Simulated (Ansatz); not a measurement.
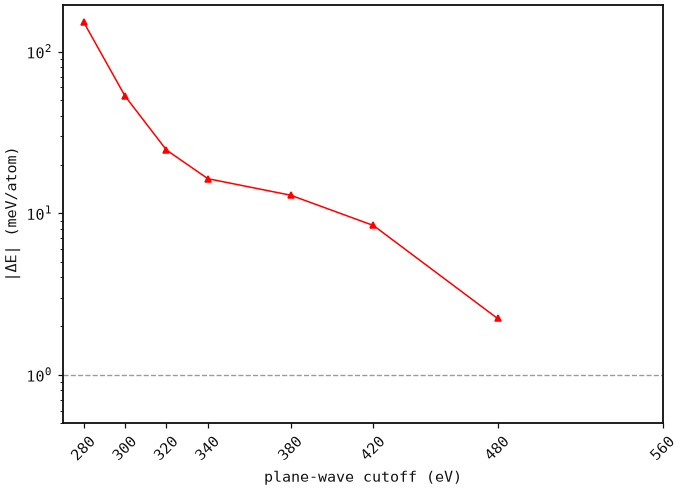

Convergence test: the plane-wave cutoff (density cutoff scaled with it) is varied and all else is held.
System: CuCl (R3m, 2 atoms in the cell).
Method: Ansatz 0.2.0 development build, HSE06, plane waves, PAW datasets; 4×4×4 k-mesh, Fermi–Dirac smearing of 0.05 eV.
ΔE is the free energy less its value at the largest setting, 560 eV.
Dashed lines or grey bands mark the tolerance: 1 meV/atom.
The atoms sit off their equilibrium sites.

From which setting is the free energy converged to 1 meV/atom?

Answer. The free energy at the last setting but one, 480 eV, is still more than 1 meV/atom from the largest setting's value, so the scan doesn't show it converged. It is off by 150 meV/atom at 280 eV, 16 meV/atom at 340 eV and 2.2 meV/atom at 480 eV (always above it). The smaller bases give higher energies, which fall towards the limit as the basis grows.
